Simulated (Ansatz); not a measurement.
```cif
data_structure
_symmetry_space_group_name_H-M 'P 1'
_symmetry_Int_Tables_number 1
_cell_length_a 2.7149
_cell_length_b 2.7149
_cell_length_c 13.3538
_cell_angle_alpha 86.114
_cell_angle_beta 85.141
_cell_angle_gamma 60.000
_cell_volume 84.89
loop_
_atom_site_label
_atom_site_type_symbol
_atom_site_fract_x
_atom_site_fract_y
_atom_site_fract_z
_atom_site_occupancy
Ir1 Ir 0.30556 0.23611 0.58333 1
Ir2 Ir 0.69444 0.76389 0.41667 1
Ir3 Ir 0.58333 0.54167 0.75000 1
Ir4 Ir 0.13889 0.15278 0.08333 1
Ir5 Ir 0.86111 0.84722 0.91667 1
Ir6 Ir 0.41667 0.45833 0.25000 1
```

Space group P-1; not relaxed (largest force 1.4 eV/Å); computed pressure about 11 GPa in this cell; computed without spin polarisation.

Computed with DFT PBE, scalar-relativistic, plane waves, PAW (Ansatz 0.2.0).

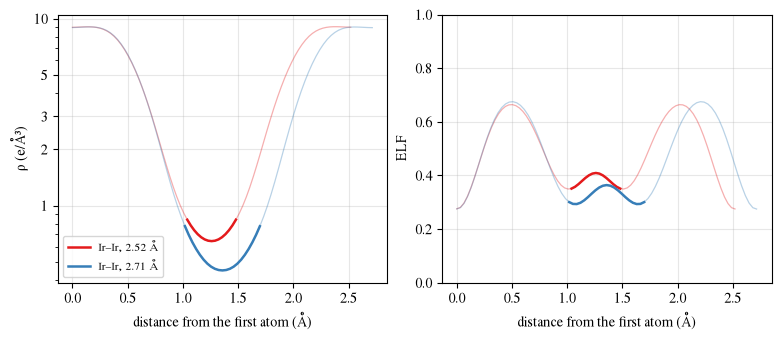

Ir. Valence pseudo-density and ELF along straight lines between neighbouring atoms. Thin, pale parts lie inside the atomic spheres.

The density is the valence pseudo-density of a PAW calculation; it isn't the true density close to the nuclei.

> What can be read from the curves?

Ir–Ir (2.52 Å): ρ at the midpoint is about 0.64 e/Å³; the ELF is about 0.40 at the midpoint.
Ir–Ir (2.71 Å): ρ is about 0.45 e/Å³ halfway; the ELF is about 0.35 at the midpoint: no shared electron pair shows on this line.
